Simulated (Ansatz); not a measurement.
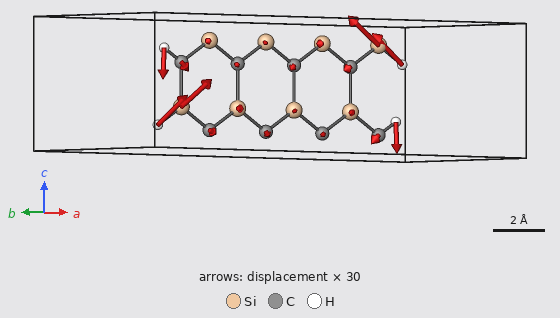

A relaxation of a wire of composition Si₂HC₂. The starting structure is drawn; red arrows show the displacements (the part carried along by the change of the cell is left out), 30 times their true length.

The picture is a ball-and-stick view of the cell of the calculation, with the vacuum cut short, seen from a free direction.

Case: armchair ribbon, 8 formula units a period, edges capped with H.

All numbers below come from DFT PBE, scalar-relativistic, plane waves, PAW (Ansatz).

Input
```yaml
crystal:
  lattice:
    - [22.4, 0.0, 0.0]
    - [0.0, 9.3, 0.0]
    - [0.0, 0.0, 5.363467103]
  atoms:
    - { symbol: Si, position: [0.6728012933, 0.5, 0.3333333333] }
    - { symbol: Si, position: [0.7419218106, 0.5, 0.8333333333] }
    - { symbol: Si, position: [0.5345602587, 0.5, 0.3333333333] }
    - { symbol: Si, position: [0.603680776, 0.5, 0.8333333333] }
    - { symbol: Si, position: [0.396319224, 0.5, 0.3333333333] }
    - { symbol: Si, position: [0.4654397413, 0.5, 0.8333333333] }
    - { symbol: Si, position: [0.2580781894, 0.5, 0.3333333333] }
    - { symbol: Si, position: [0.3271987067, 0.5, 0.8333333333] }
    - { symbol: C, position: [0.7419218106, 0.5, 0.1666666667] }
    - { symbol: C, position: [0.603680776, 0.5, 0.1666666667] }
    - { symbol: C, position: [0.6728012933, 0.5, 0.6666666667] }
    - { symbol: C, position: [0.4654397413, 0.5, 0.1666666667] }
    - { symbol: C, position: [0.5345602587, 0.5, 0.6666666667] }
    - { symbol: C, position: [0.3271987067, 0.5, 0.1666666667] }
    - { symbol: C, position: [0.396319224, 0.5, 0.6666666667] }
    - { symbol: C, position: [0.2580781894, 0.5, 0.6666666667] }
    - { symbol: H, position: [0.7995279647, 0.5, 0.6944306449] }
    - { symbol: H, position: [0.2004720353, 0.5, 0.1944306449] }
    - { symbol: H, position: [0.7840632253, 0.5, 0.2682800428] }
    - { symbol: H, position: [0.2159367747, 0.5, 0.7682800428] }
basis:
  ecutwfc: 420
kpoints:
  mp_grid: { grid: [1, 1, 6] }
hamiltonian:
  xc: pbe
scf:
  occupations: { method: gaussian, width: 0.05 }
output:
  forces: true
  stress: true
  eigenvalues: true
  populations: true
  write_density: true
  write_potential: true
  elf: true
  volumetric_format: npy
relax:
  adjacent_minimum: "off"
  f_tol: 0.02
  max_steps: 45
  cell: { fix: [a, b, alpha, beta, gamma], stress_tol: 0.03 }
```

Run as
```bash
ansatz run input.yaml --threads 4 --pin off --max-ram 11264MiB --backend cpu --events-out ev --progress --plain --runs-dir out
```

> What happened in the run?

After 3 accepted moves (4 points after the start) the energy has fallen by 90.4 meV per cell of the calculation. The largest force component goes from 1.2 to 0.0056 eV/Å. The SCF was repeated once at an unchanged geometry on a basis and grid sized afresh for the cell, which shifted the energy by 1.7 meV per cell of the calculation at most. The largest moves relative to the layer's centre, 0.069 Å, are those of Si2, Si7, H17 and H18. By element the largest moves are H 0.069 Å, Si 0.068 Å, C 0.019 Å. Along the periodic axis the drawn cell goes c 5.363 → 5.385 Å (+0.4 %). Near-neighbour distances that change, for instance: Si2–C9 1.788 → 1.745 Å, Si1–C9 1.788 → 1.776 Å, Si1–C10 1.788 → 1.793 Å. Among the angles between lasting bonds that change: C14–Si7–C16 120.0° → 123.4°, Si5–C14–Si7 120.0° → 117.7°, C14–Si7–H18 120.0° → 118.0°.
